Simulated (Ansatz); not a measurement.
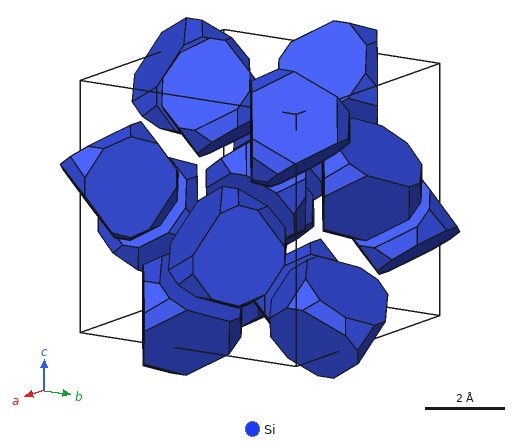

Computed Voronoi cells of the atoms in the unit cell of Si (space group Ia-3 (No. 206), a = 6.600 Å, b = 6.600 Å, c = 6.600 Å, α = 90.00°, β = 90.00°, γ = 90.00°), coloured by the element inside, shrunk a little to part them. Geometry: the structure of a calculation's input, shown in its standard cell.

| site | Wyckoff | x | y | z |
| --- | --- | --- | --- | --- |
| Si | 16c | 0.1024 | 0.1024 | 0.1024 |

Q: What share of the volume falls to each element, and how large are the cells?

A: Si: 18.0 Å³ per atom, 100 % of the volume. The partition uses no radii, so it reflects positions alone and not ionic sizes.
